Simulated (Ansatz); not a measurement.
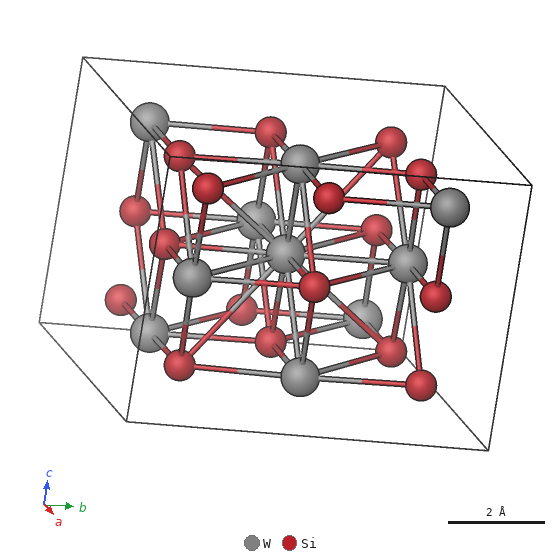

The structure above is drawn in ball-and-stick style and viewed slightly off an axis. The lines enclose the supercell; boundary atoms appear with their images. The host is Si₂W, in a cell of 27 sites, and the cell is neutral.

Question: Describe the defect.

Answer: Tungsten on a silicon site (an antisite). It is bonded to nine Si and five W (about 2.6 to 3.2 Å to Si, 2.7 Å to W). Not all metal-metal contacts are counted.

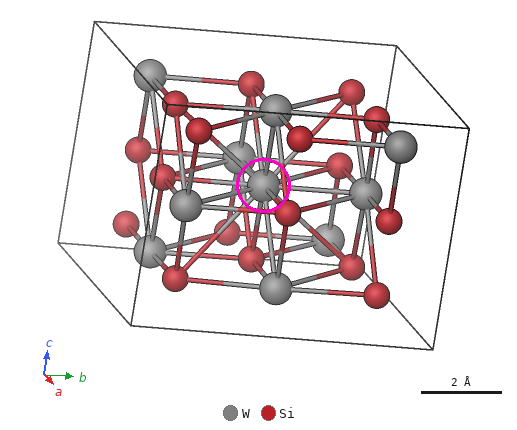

The same cell with a ring at the defect's site.

The atoms were relaxed in the host's cell with Ansatz 0.2.0, DFT PBE, scalar-relativistic, plane waves, PAW.
